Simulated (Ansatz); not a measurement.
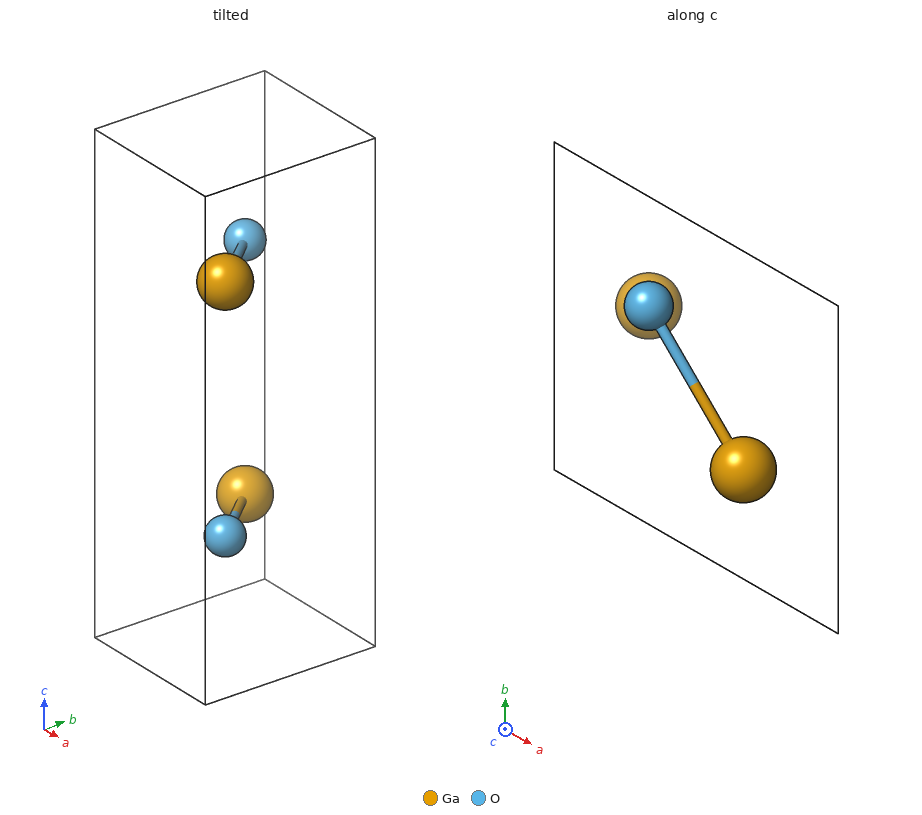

The structure above is drawn in ball-and-stick style and viewed slightly off an axis and along the c axis. The frame is the conventional unit cell; atoms at its boundary are shown with their periodic copies. Cell: a = 3.45 Å, b = 3.45 Å, c = 6.42 Å, α = 90.00°, β = 90.00°, γ = 120.00°.

The initial geometry was a structure type filled with these elements by a generator (whether the compound takes this form wasn't checked). Earlier steps of the study, as a rule a relaxation of our own, may have changed the cell and positions, so they can lie some per cent off the listed ones. It was run through Ansatz as a DFT input.

Explain the picture.

It has the composition GaO. The space group is P6_3/mmc (No. 194); the lattice is primitive hexagonal. Atoms per cell: 4 (2 Ga, 2 O). Around each Ga lie three O in a trigonal planar arrangement at about 2.0 Å. O is surrounded by three Ga in a trigonal planar arrangement at about 2.0 Å. The bonds build GaO layers parallel to (001).

Setup: DFT PBE, scalar-relativistic, plane waves, PAW in Ansatz 0.2.0; a kinetic-energy cutoff of 420 eV, Brillouin-zone sampling on an 18×18×8 mesh, Gaussian smearing of 0.1 eV, no spin polarisation.

Is it conducting or gapped at this level?

A metal: bands cross the Fermi level.

What does a Bader analysis give?

Ga +1.26 e; O -1.26 e.

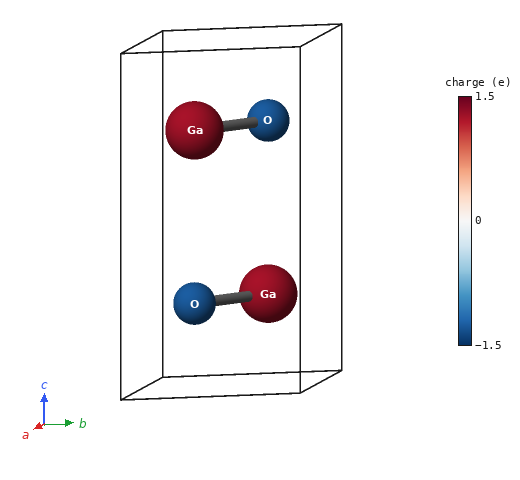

The atoms coloured by those charges. The run's cell of 4 atoms is drawn.

Does the calculation find this structure at rest?

Yes. All forces vanish to within 0.01 eV/Å. The pressure is 0.0 GPa, close to zero.
